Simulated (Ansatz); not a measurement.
# Energy of Al$_{3}$GaN$_{4}$ along a strain of the cell

System: Al$_{3}$GaN$_{4}$ (Pm, 8 atoms in the cell).
Method: DFT r2SCAN, scalar-relativistic, plane waves, PAW, no spin polarisation (Ansatz 0.2.0).

The 7 runs differ only in the geometry, by a strain of the cell at fixed fractional positions. Against run 4, the strain is εyy = η. The structure derives from a Materials Project entry.

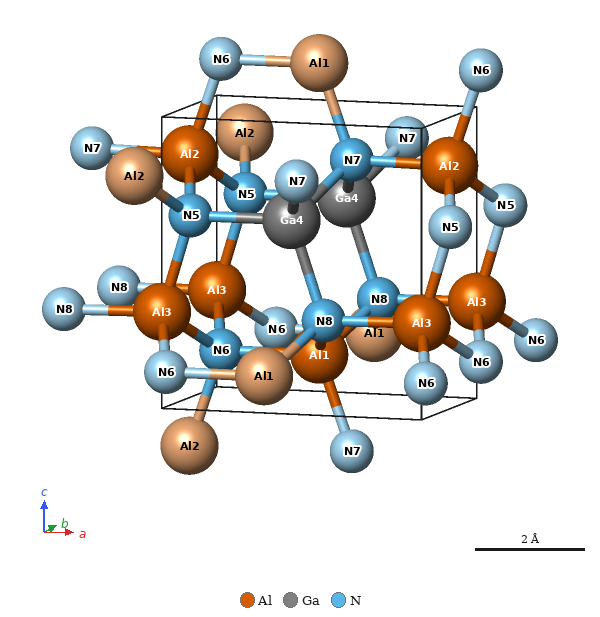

Figure 1. The structure of run 4 (ball-and-stick view of the cell of the calculation, seen slightly off an axis; neighbours outside the cell are drawn fainter; atoms are numbered from 1 in the order of the input). An atom can appear more than once, as a periodic image.

**Input of run 4**
```yaml
crystal:
  lattice:
    - [5.0380821985, 0.0, 6.09633e-05]
    - [0.0, 3.203072548, 0.0]
    - [-0.0032907418, 0.0, 5.4103929818]
  atoms:
    - { symbol: Al, position: [0.5002216625, 0.5, 0.1672550745] }
    - { symbol: Al, position: [0.0006683705, 0.5, 0.8349019374] }
    - { symbol: Al, position: [0.0010043255, 0.0, 0.3316444641] }
    - { symbol: Ga, position: [0.4994946875, 0.0, 0.666204464] }
    - { symbol: "N", position: [0.1107069781, 0.0, 0.6663170124] }
    - { symbol: "N", position: [0.12267559, 0.5, 0.1671322918] }
    - { symbol: "N", position: [0.6254135993, 0.5, 0.8406810063] }
    - { symbol: "N", position: [0.6234137866, 0.0, 0.3258647496] }
basis:
  ecutwfc: 500
kpoints:
  mp_grid: { grid: [6, 8, 4] }
hamiltonian:
  xc: r2scan
scf:
  occupations: { method: gaussian, width: 0.05 }
output:
  forces: true
  stress: true
  eigenvalues: true
```

Command:
```bash
ansatz run input.yaml --threads 2 --pin off --max-ram 5120MiB --backend cpu --events-out ev --progress --plain --runs-dir out
```

Run 2 differs from it as follows:
```diff
-    - [0.0, 3.203072548, 0.0]
+    - [0.0, 2.8905776653, 0.0]
```

**Results, with one run withheld**

```tsv
run	strain parameter η (%)	free energy per atom, from the lowest run given (meV)	pressure (GPa)	gap on the mesh (eV)
1	−12.1951	187.25	29.96	4.20
2	−9.7561	?	?	?
3	−7.3171	34.34	12.55	4.28
4	0.0000	0.00	−4.85	3.91
5	2.4390	25.20	−8.93	3.67
6	4.8780	63.74	−12.35	3.41
7	7.3171	113.19	−15.19	3.16
```

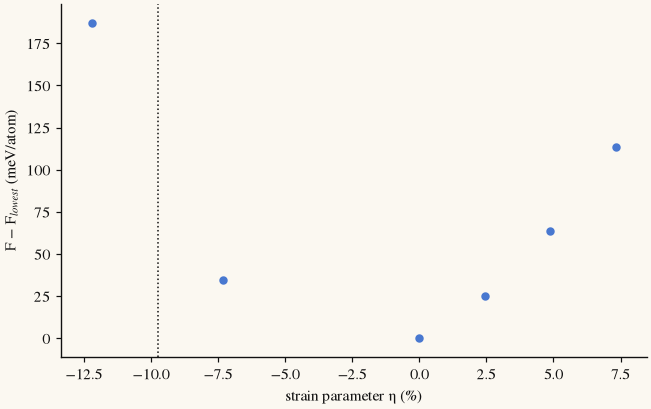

Figure 2. Free energy per atom of the runs given; the dotted line marks run 2.

Fit the runs given and predict run 2.

A cubic polynomial in the coordinate, fitted to the 6 runs given, misses them by at most 0.61 meV per atom. With x = η + 0.8130, it reads F = −5.7594 + 5.1527 x + 1.4864 x² − 0.040013 x³ (meV per atom). At run 2 it gives 95.66 meV per atom, and the run itself gives 94.75. The fit has its minimum at η = −2.4395 %. The fit misses that run by 0.91 meV per atom. The gap on the mesh lies between 3.16 eV (run 7) and 4.28 eV (run 3); run 2 has 4.27 eV. These are gaps of this functional on this mesh, which can miss the band edges; they aren't the measured gap.

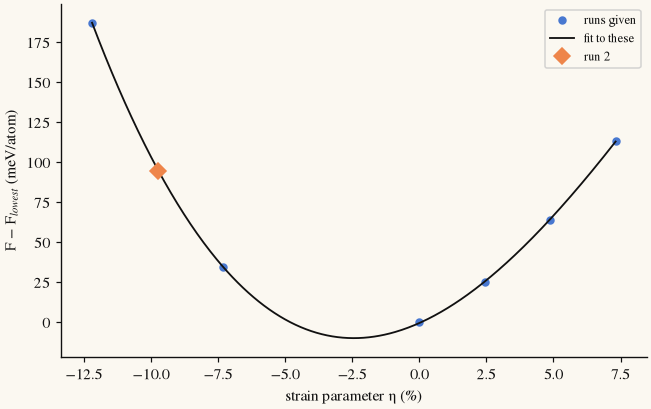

Figure 3. The fit and the withheld run.

**Output, shortened to warnings, some set-up lines, iterations and results (run 2)**
```
Basis set: ecut = 500 eV, 2019 PW (Γ), exchange–correlation on 160×96×160 points (64 copies of the dense FFT grid, shifted against one another)
Symmetry: 2 space group operations
k-points: 70 of 192 (time reversal used)
Initial density: superposition of atomic densities (neutral atoms: chi_scale 0, normalization atom), corrected by the library's trained network
[...]
SCF iter   1: F=—  HF=-6960.706210 eV  |F-HF|=—  |Δ(HF+E_count)|=         —  Δρ=8.52e-3  dr2=4.34e-2  dr2_τ=7.03e-1  ethr=1.77e-3  ⟨swp⟩=6.9  Hψ=10878  notcnv=0  defer=20
SCF iter   2: F=—  HF=-6960.980582 eV  |F-HF|=—  |Δ(HF+E_count)|=   2.74e-1  Δρ=4.57e-3  dr2=9.53e-3  dr2_τ=3.99e-4  ethr=1.03e-4  ⟨swp⟩=2.9  Hψ=4592  notcnv=0  defer=236
SCF iter   3: F=—  HF=-6960.979877 eV  |F-HF|=—  |Δ(HF+E_count)|=   7.05e-4  Δρ=2.57e-3  dr2=2.07e-3  dr2_τ=1.41e-4  ethr=2.27e-5  ⟨swp⟩=2.0  Hψ=3307  notcnv=0  defer=166
SCF iter   4: F=—  HF=-6960.979688 eV  |F-HF|=—  |Δ(HF+E_count)|=   1.89e-4  Δρ=4.60e-4  dr2=2.28e-4  dr2_τ=6.62e-5  ethr=4.93e-6  ⟨swp⟩=2.0  Hψ=2986  notcnv=0  defer=166
SCF iter   5: F=—  HF=-6960.979635 eV  |F-HF|=—  |Δ(HF+E_count)|=   5.31e-5  Δρ=1.06e-4  dr2=9.10e-6  dr2_τ=7.46e-7  ethr=5.44e-7  ⟨swp⟩=2.0  Hψ=3143  notcnv=0  defer=166
SCF iter   6: F=—  HF=-6960.979631 eV  |F-HF|=—  |Δ(HF+E_count)|=   4.08e-6  Δρ=4.18e-5  dr2=9.94e-7  dr2_τ=1.36e-7  ethr=2.17e-8  ⟨swp⟩=2.0  Hψ=3185  notcnv=0  defer=166
SCF iter   7: F=—  HF=-6960.979631 eV  |F-HF|=—  |Δ(HF+E_count)|=   8.24e-8  Δρ=2.00e-5  dr2=2.56e-7  dr2_τ=2.47e-8  ethr=2.37e-9  ⟨swp⟩=2.0  Hψ=3021  notcnv=0  defer=166
SCF iter   8: F=-6960.979631 eV  HF=-6960.979631 eV  |F-HF|=1.47e-9  |Δ(HF+E_count)|=   2.91e-9  Δρ=3.42e-6  dr2=5.16e-9  dr2_τ=4.76e-10  ethr=2.38e-10  ⟨swp⟩=9.4  Hψ=8004  …
SCF 1 converged in 8 iterations: F = -6960.979631 eV  dr2 = 5.16e-9
SCF converged after 8 iterations
Free energy (F): -6960.979631 eV
Harris-Foulkes:  -6960.979631 eV  (|F-HF|=1.47e-9)
Internal energy: -6960.979631 eV  (E = F + TS)
E sigma→0 (E₀):  -6960.979631 eV
Fermi energy:    11.029080 eV
--- Per-component energies (eV) ---
  E_band       = 41.016336
  E_kinetic    = 744.103395
  E_local      = -3131.064612  (includes V_loc(G=0)·N_el)
  E_nonlocal   = 642.542808
  E_hartree    = 1394.943839
  E_xc         = -423.128399
  E_vxc        = -507.518625  (∫ρ·V_xc dr)
  E_paw        = -3946.304134  (= ΣΔE_a)
  E_vpaw       = -524.121717  (= ΣTr[D̂ρ^β])
  E_aug_tail   = 0.000031  (compensation charges beyond the density's cutoff)
  E_vtau       = 27.189602  (kinetic-family band-sum trace: ∫τ·v_τ [+ j·A + Jᵃ·Aᵃ] dr)
  E_ewald      = -2241.120906
  E_core_change = -0.951652  (= ΣΔE_core)
  E_smearing   = -0.000000  (= −TS)
  E_closure    = -0.000000  (closes the sum)
  Σ components = -6960.979631   (vs F -6960.979631, Δ=0.00e0)
--- Forces (eV/Å), atoms counted from 1 ---
  atom   1  Al    -0.65012527     0.00000000    -0.92218652
  atom   2  Al    -0.56688363    -0.00000000     0.97230833
  atom   3  Al    -0.59417548    -0.00000000     0.89482795
  atom   4  Ga    -0.68759526     0.00000000    -1.09540580
  atom   5  N      0.55134280     0.00000000    -1.09191963
  atom   6  N      0.59539032     0.00000000    -1.01400847
  atom   7  N      0.66343261    -0.00000000     1.16432249
  atom   8  N      0.68915051    -0.00000000     1.09208661
  max |Σ_I F_I| component: 5.37e-4 eV/Å
--- Stress (GPa, compression-positive) ---
        5.877503       0.000000       0.256376
        0.000000      45.490479      -0.000000
        0.256365      -0.000000      10.288444
  P = ⅓ Tr σ = 20.5521 GPa (205.521 kbar)
```
